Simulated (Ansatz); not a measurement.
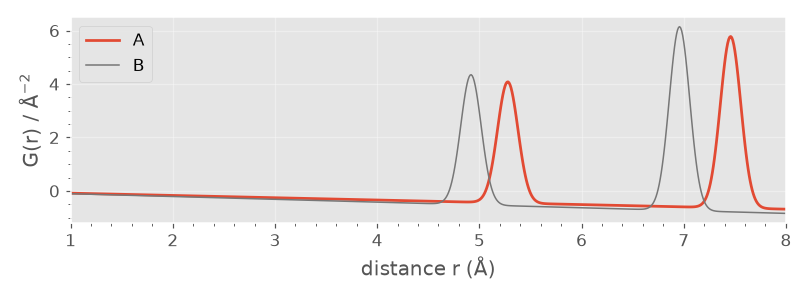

Each curve is a calculated X-ray PDF: distances of the static structure, each pair weighted by the product of the atomic numbers (X-ray weights at Q = 0), broadened by Gaussians with σ = 0.10 Å. No termination ripples are included. Both curves are of Cs in space group Pm-3m, for two cells of different size. A: the input geometry of an electronic-structure calculation (not necessarily at equilibrium); the starting structure was generated, so it need not be a known form of this composition; B: the input geometry of an electronic-structure calculation (not necessarily at equilibrium); the starting structure was generated, so it need not be a known form of this composition.

**Which cell is the larger, and by how much?**

Cell A is larger: the volume of B is 18.8 % below that of A (146.88 and 119.28 Å³ per atom), a mean linear change of -6.7 %. The shortest distance is 5.276 Å in A and 4.923 Å in B.

**Give both cells.**

Cell A: a = 5.276 Å, b = 5.276 Å, c = 5.276 Å, α = 90.00°, β = 90.00°, γ = 90.00°
Cell B: a = 4.923 Å, b = 4.923 Å, c = 4.923 Å, α = 90.00°, β = 90.00°, γ = 90.00°
